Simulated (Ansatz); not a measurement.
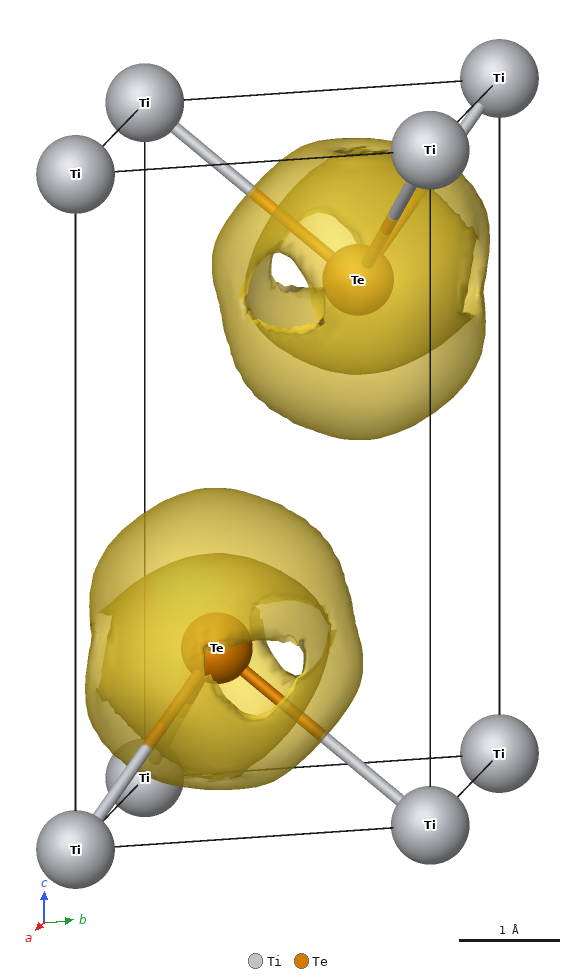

Figure. TiTe$_{2}$. Isosurface of the ELF at 0.6 (yellow), seen at an oblique angle. Core shells and regions of very low density are left out. Sticks mark near contacts.

Space group P-3m1; computed without spin polarisation.

These are results of Ansatz 0.2.0, DFT PBE, scalar-relativistic, plane waves, PAW, not measurements.

What do the ELF domains correspond to?

Answer. The surface consists of two regions wrapped around Te (the valence shell of each), counted in one cell of 3 atoms. Any copies at cell faces, edges or corners count once. Along the contacts the grid gives the following. Ti–Te (2.78 Å): the ELF peaks at about 0.70 in the valence shell of Te, 1.3 Å from its nucleus, and is about 0.60 at the midpoint.

Does the calculation make it a metal, or give it a gap?

Answer. It is gapless in this calculation (a metal or semimetal); semilocal functionals without U, or without the true magnetic order, often close the gap of such compounds.
